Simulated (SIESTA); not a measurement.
**Energy of Ga along an even scaling of the cell**

System: Ga (1 atom in the cell).
Method: Kohn-Sham DFT of a periodic cell, LDA, PseudoDojo 0.4 standard, converted to PSML, no spin polarisation (SIESTA 5.4.2).

The 7 runs differ only in the geometry, by an even scaling of the cell at fixed fractional positions. The structure derives from a Materials Project entry.

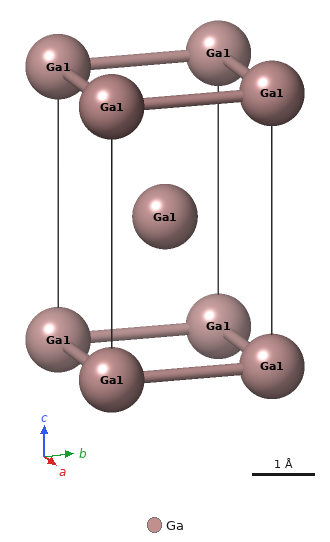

Figure 1. The structure of run 4 (ball-and-stick view of the cell 2 times as large as that of the calculation, set on its symmetry axes, seen slightly off an axis; atoms are numbered from 1 in the order of the input). An atom can appear more than once, as a periodic image.

### Input of run 4
```
SystemName                      Ga
SystemLabel                     Ga
NumberOfSpecies                 1
NumberOfAtoms                   1
%block ChemicalSpeciesLabel
  1  31 Ga
%endblock ChemicalSpeciesLabel

LatticeConstant                 1.0 Ang
%block LatticeVectors
    -1.3843987196     1.3843987196     2.3112238365
     1.3843987196    -1.3843987196     2.3112238365
     1.3843987196     1.3843987196    -2.3112238365
%endblock LatticeVectors
AtomicCoordinatesFormat         Fractional
%block AtomicCoordinatesAndAtomicSpecies
     0.0000000000     0.0000000000     0.0000000000  1  Ga
%endblock AtomicCoordinatesAndAtomicSpecies

%block kgrid.MonkhorstPack
   13   0   0  0.0
    0  13   0  0.0
    0   0  13  0.0
%endblock kgrid.MonkhorstPack
XC.Functional                   LDA
XC.Authors                      PW92
PAO.BasisSize                   DZP
PAO.EnergyShift                 0.003 Ry
Mesh.Cutoff                     800 Ry
OccupationFunction              FD
ElectronicTemperature           0.05 eV
MaxSCFIterations                120
SCF.MustConverge                false
SCF.Mixer.Method                Pulay
SCF.Mixer.Weight                0.25
SCF.Mixer.History               8
SCF.DM.Tolerance                5.0e-05
SCF.H.Tolerance                 1.0e-03 eV
WriteForces                     true
Charge.Mulliken                 end
BandLinesScale                  ReciprocalLatticeVectors
%block BandLines
    1    0.000000   0.000000   0.000000  \Gamma
   12    0.000000   0.000000   0.500000  X
    4   -0.179394   0.179394   0.500000  Y
    5   -0.339697   0.339697   0.339697  S
   11    0.000000   0.000000   0.000000  \Gamma
   10    0.500000   0.500000  -0.500000  Z
    5    0.339697   0.660303  -0.339697  S1
    6    0.000000   0.500000   0.000000  N
    8    0.250000   0.250000   0.250000  P
    6    0.500000   0.500000  -0.179394  Y1
    7    0.500000   0.500000  -0.500000  Z
    1    0.000000   0.000000   0.500000  X
    5    0.250000   0.250000   0.250000  P
%endblock BandLines
%block PAO.Basis
  Ga 4
  n=4 0 2
    6.549 0.000
  n=4 1 2
    9.260 0.000
  n=3 2 2
    3.582 0.000
  n=4 2 1
    9.260
%endblock PAO.Basis
```

Command:
```bash
siesta Ga.fdf > Ga.out 2>&1
```

Run 3 has the same physical settings and fractional positions; its lattice vectors (Å) are:
```
  -1.375107    1.375107    2.295712
   1.375107   -1.375107    2.295712
   1.375107    1.375107   -2.295712
```

### Results, with one run withheld

```tsv
run	volume per atom (Å³)	free energy per atom, from the lowest run given (meV)	pressure (GPa)
1	16.655	2.31	1.88
2	17.010	0.00	0.26
3	17.364	?	?
4	17.718	4.89	−2.35
5	18.073	11.29	−3.41
6	18.427	19.84	−4.29
7	18.781	30.17	−5.03
```

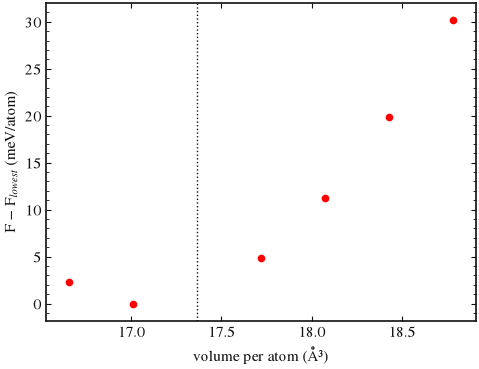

Figure 2. Free energy per atom of the runs given; the dotted line marks run 3.

What should run 3 give?

A cubic polynomial in V^(−2/3) (the Birch–Murnaghan form), fitted to the 6 runs given, misses them by at most 0.02 meV per atom. With x = V^(−2/3) − 0.14696 Å⁻², it reads F = 5.3812 − 2774.2 x + 3.4397e+05 x² + 2.4811e+06 x³ (meV per atom). At run 3 it gives 1.01 meV per atom, and the run itself gives 1.01. The slope of the fit gives a pressure −dF/dV of −1.14 GPa there, and the run prints −1.13 GPa. The fit has its minimum at 17.071 Å³ per atom, where V d²F/dV² gives 70.7 GPa. Cell shape and fractional positions are held, so this is the stiffness under even scaling; the relaxed bulk modulus wasn't computed.

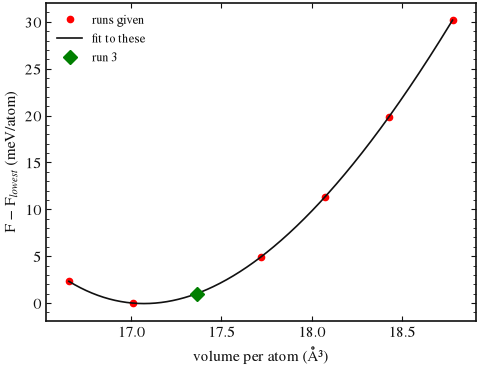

Figure 3. The fit and the withheld run.

### Some lines of the output (run 3)
```
[...]
outcell: Cell volume (Ang**3)        :     17.3640
stepf: Fermi-Dirac step function
siesta: Etot    =     -2077.592452
siesta: FreeEng =     -2077.595239
        iscf     Eharris(eV)        E_KS(eV)     FreeEng(eV)     dDmax    Ef(eV) dHmax(eV)
siesta: E_KS(eV) =            -2077.6696
siesta: E_KS - E_eggbox =     -2077.6696
siesta: Etot    =     -2077.669617
siesta: FreeEng =     -2077.672518
siesta:         Fermi =      -5.294555
siesta: Cell volume =         17.364027 Ang**3
    Orbital volume contribution        =           1.756714 eV
```

Notes: Points of doubt noted for this run: mulliken charges of long orbitals. With a small basis of atomic orbitals these values can differ much from converged plane-wave results.
